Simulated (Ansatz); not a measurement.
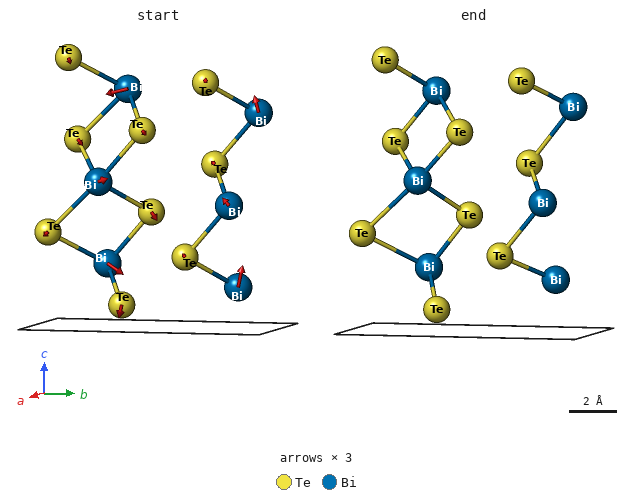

The structure of a slab of composition Bi2Te3 (cut from the R-3m phase) before (left) and after (right) a relaxation, at one scale. The red arrows give the displacements, 3 times their true length.

The picture is a ball-and-stick view of the cell of the calculation, outlined in the plane, without the vacuum, seen slightly off an axis.

The slab is the (1 0 1) face of Bi2Te3.

Method: DFT PBEsol, scalar-relativistic, plane waves, PAW in Ansatz 0.2.0.

Input
```yaml
crystal:
  lattice:
    - [4.3823078114, 0.0, 0.0]
    - [-2.1911539057, 10.1769341258, 0.0]
    - [0.0, 0.0, 25.5066505766]
  atoms:
    - { symbol: Te, position: [0.689944998, 0.379889996, 0.2940409591] }
    - { symbol: Bi, position: [0.4094576813, 0.8189153626, 0.3220813231] }
    - { symbol: Bi, position: [0.1137206328, 0.2274412657, 0.3516462052] }
    - { symbol: Te, position: [0.8332333161, 0.6664666322, 0.3796865691] }
    - { symbol: Te, position: [0.5231783141, 0.0463566282, 0.4106828195] }
    - { symbol: Te, position: [0.2131233121, 0.4262466243, 0.4416790698] }
    - { symbol: Bi, position: [0.9326359954, 0.8652719908, 0.4697194337] }
    - { symbol: Bi, position: [0.6368989469, 0.2737978939, 0.4992843159] }
    - { symbol: Te, position: [0.3564116302, 0.7128232604, 0.5273246798] }
    - { symbol: Te, position: [0.0463566282, 0.0927132565, 0.5583209302] }
    - { symbol: Te, position: [0.7363016262, 0.4726032525, 0.5893171805] }
    - { symbol: Bi, position: [0.4558143095, 0.911628619, 0.6173575444] }
    - { symbol: Bi, position: [0.1600772611, 0.3201545221, 0.6469224266] }
    - { symbol: Te, position: [0.8795899443, 0.7591798887, 0.6749627905] }
    - { symbol: Te, position: [0.5695349423, 0.1390698847, 0.7059590409] }
basis:
  ecutwfc: 420
kpoints:
  mp_grid: { grid: [8, 4, 1] }
hamiltonian:
  xc: pbesol
scf:
  occupations: { method: gaussian, width: 0.05 }
output:
  forces: true
  eigenvalues: true
  write_density: true
  write_potential: true
  elf: true
  volumetric_format: npy
relax:
  adjacent_minimum: "off"
  f_tol: 0.02
  max_steps: 60
efield:
  axis: 3
  dipole_correction: true
  ramp_width: 0.04
```

Run as
```bash
ansatz run input.yaml --threads 8 --pin off --max-ram 15360MiB --backend cpu --events-out ev --progress --plain --runs-dir out
```

Q: Describe what moved and what it gained.

A: Over 5 geometry steps the energy falls by 1.022 eV per cell of the calculation. The largest force component goes from 1.5 to 0.014 eV/Å. The atom that moves furthest relative to the layer's centre is Bi13 (0.36 Å at 75° to the normal (−c side)). Largest moves by element: Bi 0.36 Å, Te 0.20 Å. The cell doesn't change. Some distances before and after: Bi2–Te5 3.235 → 2.862 Å, Te10–Bi13 3.235 → 2.947 Å, Te10–Bi12 3.235 → 3.492 Å, Bi3–Te5 3.235 → 3.471 Å. Among the angles between lasting bonds that change: Bi7–Te10–Bi13 180.0° → 169.2°, Te1–Bi3–Te5 175.7° → 166.4°, Te10–Bi13–Te15 85.3° → 94.0°.
